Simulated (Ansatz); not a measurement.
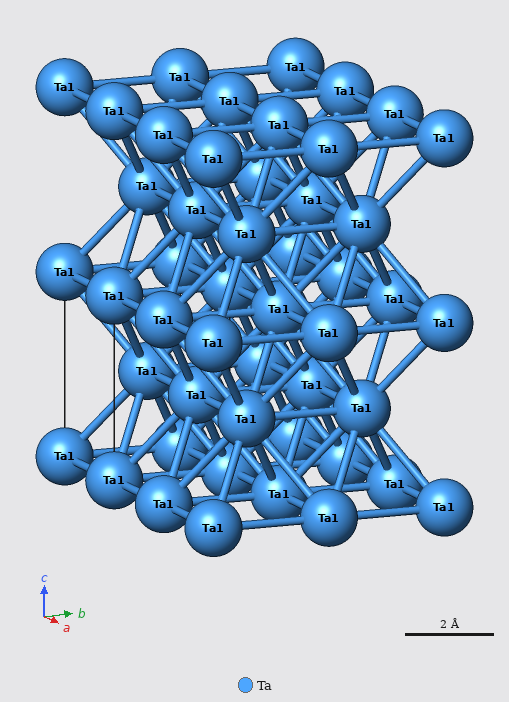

*The structure as given in the input (ball-and-stick view of the cell 2 times as large as that of the calculation, set on its symmetry axes, repeated 3 × 2 × 2, seen slightly off an axis; atoms are numbered from 1 in the order of the input).*

**Single-point calculation, with input and output: Ta**

The run: single-point calculation of Ta (1 atom in the cell). Method and program: DFT PBEsol, scalar-relativistic, plane waves, PAW, no spin polarisation (Ansatz 0.2.0).

The structure derives from an entry of the Crystallography Open Database. It belongs to a series of runs on one base structure; here: strain -0.030 along x and y, +0.030 along z, atoms carried along. Figures and captions count atoms from 1; the log counts them from 0 in places.

**Input**
```yaml
crystal:
  lattice:
    - [0.0, 2.0251613763, 2.1504290903]
    - [2.0251613763, 0.0, 2.1504290903]
    - [2.0251613763, 2.0251613763, 0.0]
  atoms:
    - { symbol: Ta, position: [0.0, 0.0, 0.0] }
basis:
  ecutwfc: 420
kpoints:
  mp_grid: { grid: [24, 24, 24] }
hamiltonian:
  xc: pbesol
scf:
  occupations: { method: gaussian, width: 0.15 }
output:
  forces: true
  stress: true
  eigenvalues: true
```

**Log**
```
Engine: ansatz 0.2.0, aarch64-unknown-linux-gnu
Pseudopotentials: kind: paw
Pseudopotential: Ta, paw, valence charge 13, recommended cutoff 420 eV (normal), Ta.paw.azcp
Functional definition: PBEsol
  exchange = pbesol_x
  correlation = pbesol_c
Crystal: 1 atoms, lattice volume = 17.639 Å³
Basis set: ecut = 420 eV, 339 PW (Γ), exchange–correlation on 40×40×40 points (8 copies of the dense FFT grid, shifted against one another)
Bands: 11, of which v1, the nominal top of the filled ones, is band 7 counted from 1 (6 counted from 0)
Symmetry: 16 space group operations
Space group: I4/mmm (ITA 139), of the structure as read, at distance tolerance 2.6e-5 Å
k-points: 1063 of 13824
Non-local potential: Ta, projectors of the file, l = 0: 3, l = 1: 2, l = 2: 2, l = 3: 1
PAW form: soft (Blöchl's): semilocal exchange-correlation on the pseudo side does not see the compensation charge
PAW frozen core: Ta, regenerated for the run's functional, and the local potential with it (the file was generated under x = pbe(κ = 0.804, μ = 0.2195149727645171), c = pbe(β = 0.06672455060314922))
PAW one-centre angular grid: Ta, 590 points (default); XC on 64 Gauss nodes
Initial density: superposition of atomic densities (neutral atoms: chi_scale 0, normalization atom), corrected by the library's trained network
Initial wavefunctions: pseudopotential atomic-orbital guess
Functional: x = pbesol(κ = 0.804, μ = 0.12345679012345678), c = pbesol(β = 0.046)
SCF iter   1: F=—  HF=-9806.249198 eV  |F-HF|=—  |Δ(HF+E_count)|=         —  Δρ=4.32e-3  dr2=1.55e-3  ethr=1.77e-3  ⟨swp⟩=5.1  Hψ=64736  notcnv=0
preconditioner: auto → none  [metal: Δε(μ)=0.008 eV  Ē_g=8.343 eV  σ=0.150 eV  W_gap=0.03  n_scr=0 (ndim 8)  ℏωp=19.8 eV  f_vac=0.000  D(μ)=1.31/eV (n_scr^D=14)]
SCF iter   2: F=—  HF=-9806.248805 eV  |F-HF|=—  |Δ(HF+E_count)|=   3.93e-4  Δρ=1.93e-3  dr2=2.48e-4  ethr=1.19e-5  ⟨swp⟩=1.9  Hψ=22273  notcnv=0
SCF iter   3: F=—  HF=-9806.248812 eV  |F-HF|=—  |Δ(HF+E_count)|=   7.54e-6  Δρ=2.22e-4  dr2=2.57e-6  ethr=1.91e-6  ⟨swp⟩=1.0  Hψ=11527  notcnv=0
SCF iter   4: F=—  HF=-9806.248811 eV  |F-HF|=—  |Δ(HF+E_count)|=   1.05e-6  Δρ=2.57e-5  dr2=2.89e-8  ethr=1.97e-8  ⟨swp⟩=2.3  Hψ=14074  notcnv=0
iter 5 did not close the SCF: its close was put off for the readings that it lacked (scf_convergence_deferred on its scf_iter line)
SCF iter   5: F=-9806.248811 eV  HF=-9806.248811 eV  |F-HF|=5.09e-11  |Δ(HF+E_count)|=   2.18e-8  Δρ=4.42e-6  dr2=1.27e-9  ethr=2.22e-10  ⟨swp⟩=2.5  Hψ=19034  notcnv=0
SCF iter   6: F=-9806.248811 eV  HF=-9806.248811 eV  |F-HF|=3.64e-12  |Δ(HF+E_count)|=  2.51e-10  Δρ=6.52e-7  dr2=2.68e-11  ethr=9.76e-12  ⟨swp⟩=2.0  Hψ=35797  notcnv=0
SCF 1 converged in 6 iterations: F = -9806.248811 eV  dr2 = 2.68e-11
  greatest PAW one-centre occupation: 1.000 electrons in one spin orbital (limit 2), on the Ta atom at site 0 (counted from 0), in its partial waves of l = 0
SCF converged after 6 iterations
Free energy (F): -9806.248811 eV
Harris-Foulkes:  -9806.248811 eV  (|F-HF|=3.64e-12)
Internal energy: -9806.234033 eV  (E = F + TS)
E sigma→0 (E₀):  -9806.241422 eV
Entropy (-TS):   -0.014778 eV (-14.778 meV/atom)
Fermi energy:    19.281712 eV
--- Per-component energies (eV) ---
  E_band       = -99.009559
  E_kinetic    = 367.099364
  E_local      = -538.301815  (includes V_loc(G=0)·N_el)
  E_nonlocal   = 17.634076
  E_hartree    = 186.967438
  E_xc         = -217.261957
  E_vxc        = -204.165995  (∫ρ·V_xc dr)
  E_paw        = -8272.618007  (= ΣΔE_a)
  E_vpaw       = -115.210283  (= ΣTr[D̂ρ^β])
  E_aug_tail   = 0.000136  (compensation charges beyond the density's cutoff)
  E_ewald      = -1349.966914
  E_core_change = 0.213646  (= ΣΔE_core)
  E_smearing   = -0.014778  (= −TS)
  E_closure    = 0.000000  (closes the sum)
  Σ components = -9806.248811   (vs F -9806.248811, Δ=0.00e0)
--- Forces (eV/Å), atoms counted from 1 ---
  atom   1  Ta     0.00000000     0.00000000    -0.00000000
  max |Σ_I F_I| component: 9.86e-32 eV/Å
--- Stress (GPa, compression-positive) ---
        3.117676       0.000000       0.000000
        0.000000       3.117676       0.000000
        0.000000       0.000000      11.942580
  P = ⅓ Tr σ = 6.0593 GPa (60.593 kbar)
--- Band table (eV; the first three rows and the last of 1063) ---
  k-point 0: bands = ["-48.0712", "-14.0066", "-13.9852", "-13.9852", "10.9252", "19.1832", "20.0273", "20.0273", "22.3104", "23.5740", "31.6854"]
  k-point 1: bands = ["-48.0692", "-14.0201", "-13.9989", "-13.9872", "11.0009", "19.1935", "19.9837", "20.0646", "22.2836", "23.5243", "31.8445"]
  k-point 2: bands = ["-48.0633", "-14.0842", "-14.0143", "-13.9930", "11.2236", "19.1914", "19.8923", "20.1705", "22.2209", "23.3905", "32.2920"]
  k-point 1062: bands = ["-47.9347", "-15.1576", "-14.3572", "-14.3572", "14.4918", "15.7388", "21.8646", "25.6256", "26.2868", "26.2868", "31.4007"]
```

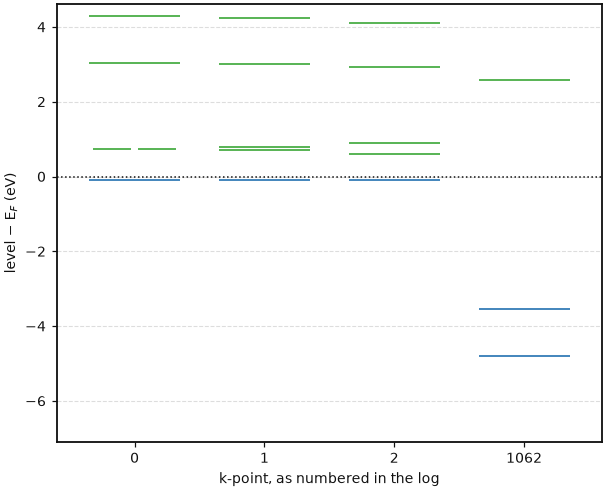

*Kohn–Sham levels near the Fermi level (dotted) at the few k-points that the log prints; levels within 0.02 eV of each other stand side by side.*

The system is metallic on the full mesh.

**Key numbers**

| quantity | value |
| --- | --- |
| outcome | converged |
| space group (tolerance 0.01 Å) | I4/mmm (139) |
| electrons treated | 13 |
| free energy | −9806.2488 eV |
| Fermi energy | 19.282 eV |
| gap on the k-point mesh | none (metallic) |
| pressure | 6.06 GPa |
| largest force (length of the vector) | under 0.001 eV/Å |
| hardware | 1 thread of an Arm (aarch64) CPU, shared host |
| wall time | 15 s |
| peak memory | 0.47 GiB |

Spin–orbit coupling is left out, which matters for Ta.
